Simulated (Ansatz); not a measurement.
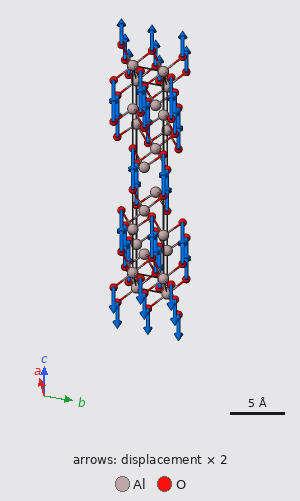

This is a relaxation of a crystal of Al3O2 (built on the tetradymite_166 type) (coarse preliminary run). The starting structure is drawn; blue arrows show the displacements (the part carried along by the change of the cell is left out), magnified 2 times.

A ball-and-stick model of the conventional cell (3 times the calculation's cell), seen from a free direction. Lengths and directions refer to the drawn axes.

Case: anti-tetradymite type (R-3m, No. 166).

Computed with DFT PBE, scalar-relativistic, plane waves, PAW in Ansatz 0.2.0.

The input:
```yaml
crystal:
  lattice:
    - [1.5607767917, 0.9011149008, 7.2349921422]
    - [-1.5607767917, 0.9011149008, 7.2349921422]
    - [0.0, -1.8022298016, 7.2349921422]
  atoms:
    - { symbol: Al, position: [0.0, 0.0, 0.0] }
    - { symbol: Al, position: [0.2095, 0.2095, 0.2095] }
    - { symbol: Al, position: [0.7905, 0.7905, 0.7905] }
    - { symbol: O, position: [0.4, 0.4, 0.4] }
    - { symbol: O, position: [0.6, 0.6, 0.6] }
basis:
  ecutwfc: 420
kpoints:
  mp_grid: { grid: [6, 6, 6] }
hamiltonian:
  xc: pbe
scf:
  occupations: { method: gaussian, width: 0.1 }
  lower_state_search: "off"
output:
  forces: true
  stress: true
  eigenvalues: true
relax:
  adjacent_minimum: "off"
  f_tol: 0.04
  max_steps: 70
  cell: { stress_tol: 0.4 }
```

Launched with:
```bash
ansatz run input.yaml --threads 1 --pin off --max-ram 2560MiB --backend cpu --events-out ev --progress --plain --runs-dir out
```

Q: Atoms of which element are displaced furthest, and by how much?

A: Oxygen: up to 1.40 Å, against 0.21 Å for aluminium.

Q: What happened in the run?

A: After 20 accepted moves (24 points after the start) the energy has fallen by 591 meV per atom. The largest force component goes from 1.1 to 0.0083 eV/Å. Pressure: −1.50 GPa at the start and 0.11 GPa at the end. At 4 points the geometry stayed and the basis and grid were re-selected for the new cell (energy shift of 35.2 meV per atom at most each time). The largest moves relative to the cell, 1.40 Å, are those of O4 and O5. O4 goes along +c. Largest moves by element: O 1.40 Å, Al 0.21 Å. The volume changes by +33.1 %, with a = b 3.122 → 2.898 Å (−7.2 %), c 21.705 → 33.529 Å (+54.5 %). Some distances before and after: Al1–O4 2.311 → 3.998 Å, Al2–O5 2.188 → 1.825 Å. Bond angles that change, for instance: O5–Al2–O5 91.0° → 105.1°, Al2–O5–Al2 91.0° → 105.1°. The space group stays R-3m (No. 166).
